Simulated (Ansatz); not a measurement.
## Electronic structure of Ga2O in real space

```
Ga O
1.0
     3.85308    0.00000    0.00000
     0.00000    3.85308    0.00000
     0.00000    0.00000    3.78018
Ga O
2 1
Cartesian
  0.0000 0.0000 0.0000
  1.9265 1.9265 0.0000
  1.9265 1.9265 1.8901
```

Space group P4/mmm; a structure generated by program, which may or may not match a known phase.

These are results of DFT PBE, scalar-relativistic, plane waves, PAW in Ansatz 0.2.0, not measurements.

The density is the valence pseudo-density of a PAW calculation; it isn't the true density close to the nuclei.

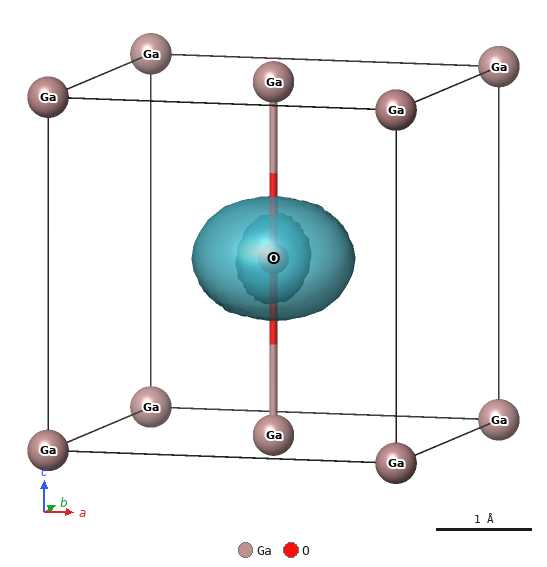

Figure 1. Isosurface of the ELF at 0.75 (cyan), seen slightly off an axis. Core shells and regions of very low density are left out. Sticks mark near contacts.

Question: Describe the localisation domains.

Answer: At this value the surface marks out one region wrapped around O (its valence shell), counted in one cell of 3 atoms. Any copies at cell faces, edges or corners count once. Profiles from the grid: Ga–O (1.89 Å): the ELF peaks at about 0.80 in the valence shell of O, 0.6 Å from its nucleus, and is about 0.35 at the midpoint.

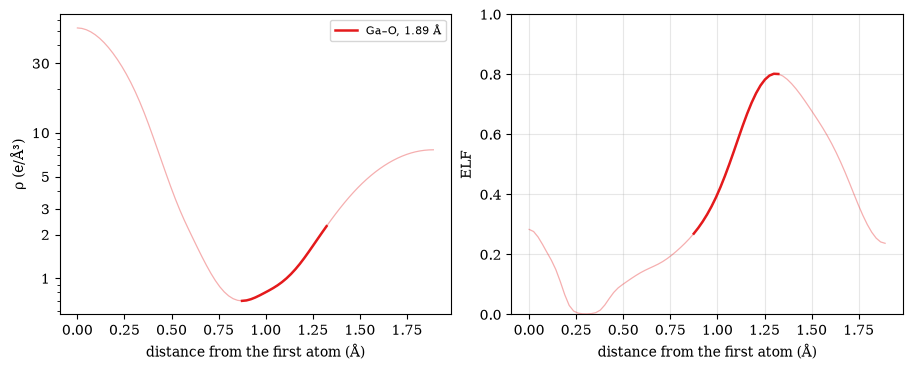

Figure 2. Valence pseudo-density and ELF along straight lines between neighbouring atoms. Thin, pale parts lie inside the atomic spheres.

Question: What can be read from the curves?

Answer: Ga–O (1.89 Å): the density is about 0.74 e/Å³ at the midpoint; the ELF peaks at about 0.80 in the valence shell of O, 0.6 Å from its nucleus, and is about 0.35 at the midpoint.

Question: Does the calculation make it a metal, or give it a gap?

Answer: It is metallic or semimetallic at this level of theory: no gap opens.
